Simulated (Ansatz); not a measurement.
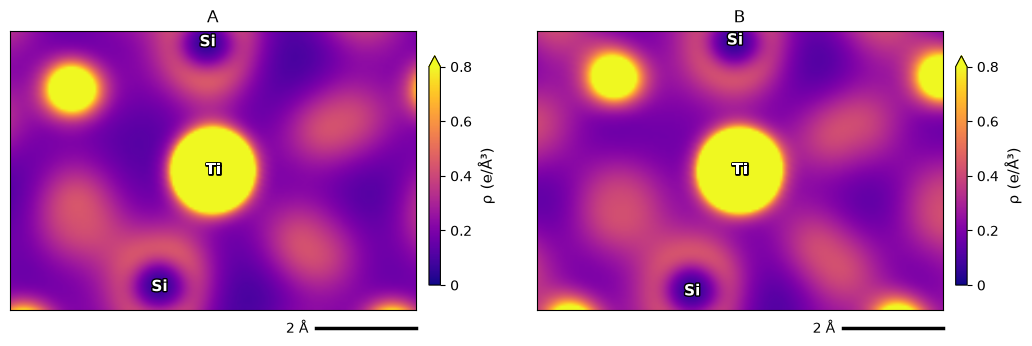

TiSi2. The valence charge density (pseudo) of two cells that differ in size and shape, on the (101) plane of each (indices in the axes of the calculation cell), at one length scale and on one colour scale; one has 13.8 and the other 14.9 Å³ an atom.

Space group Cmcm; a structure from a database of computed crystals, not necessarily the ambient phase; computed without spin polarisation.

All numbers below come from DFT PBEsol, scalar-relativistic, plane waves, PAW in Ansatz 0.2.0.

The larger cell:

```
Ti Si
1.0
     1.89921   -7.20805    0.00000
     1.89921    7.20805    0.00000
     0.00000    0.00000    3.27117
Ti Si
2 4
Direct
  0.89752 0.10248 0.75000
  0.10248 0.89752 0.25000
  0.55999 0.44001 0.75000
  0.44001 0.55999 0.25000
  0.24972 0.75028 0.75000
  0.75028 0.24972 0.25000
```

The smaller cell: a = 6.626 Å, b = 6.626 Å, c = 3.840 Å, α = 90.00°, β = 90.00°, γ = 150.48°.

Which is the denser cell? Describe the effect of the change.

Panel B is the smaller cell, by 7 % in volume. From the larger cell to the smaller, Ti–Si goes from 2.58 to 2.61 Å, and the density at its midpoint from 0.32 to 0.3 e/Å³; the pressure goes from −4.9 to 0.1 GPa.
